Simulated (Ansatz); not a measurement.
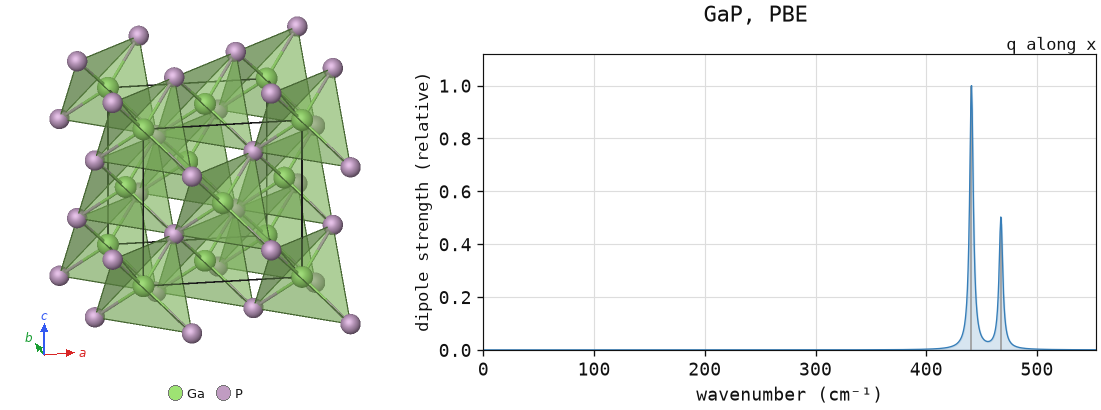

How it was computed, with Ansatz 0.2.0: optical phonons of an insulator on the approach to the zone centre along x, y and z with the field of polar modes, imaginary frequencies are negative, field response on a mesh refined by the program; plane waves with PAW datasets. Level: PBE, no spin polarisation.

- wave cutoff: 420 eV
- k mesh: 10×10×10
- occupations: fixed
- pressure: 25 GPa

Starting cell:
```
Ga P
1.0
     0.00000    2.57018    2.57018
     2.57018    0.00000    2.57018
     2.57018    2.57018    0.00000
Ga P
1 1
Direct
  0.00000 0.00000 0.00000
  0.75000 0.75000 0.75000
```

**Figure.** Polar optical modes, transverse and longitudinal, approaching the zone centre along x for GaP, space group F-43m (No. 216). Lines are broadened by Lorentzians of 4 cm⁻¹ full width; the spectrum is scaled to its strongest line. The conventional cell is drawn beside the plot.

The transverse (TO, twofold) lines lie at 440.8 and the longitudinal (LO) ones at 467.4 cm⁻¹, the same along x, y and z by the cubic symmetry.

Note: field response not converged on the k mesh.
